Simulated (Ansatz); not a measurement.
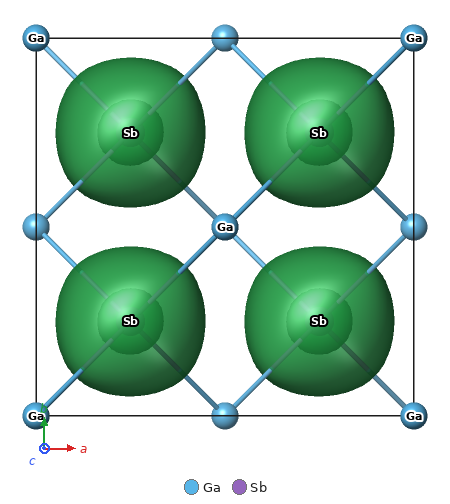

GaSb. Density of the Kohn–Sham states from −11.5 to −9.0 eV about the Fermi level (a separate group of bands), scaled to one electron a cell: green surface at 0.04 1/Å³, in the conventional cell seen along the c axis.

Space group F-43m; the calculation finds a residual pressure of about 2 GPa at this fixed cell. No gap opens at this level; semilocal functionals can close small gaps. Spin-orbit coupling, left out here, splits and shifts the levels of such heavy elements, by tenths of an eV up to several eV.

These are results of DFT PBE, scalar-relativistic, plane waves, PAW (Ansatz 0.2.0), not measurements.

Core electrons are frozen (PAW), so the fields are smoothed inside the atomic spheres.

**Describe these states.**

Löwdin projections on the PAW files' atomic orbitals give Sb 5s (60 %), Ga 4p (20 %) and Ga 4s (15 %).
In space (atomic cells sized by Bader volumes) the density divides as Sb about 80 % and Ga about 20 %.
The group holds 2 electrons when full, in the cell of the calculation (2 atoms).
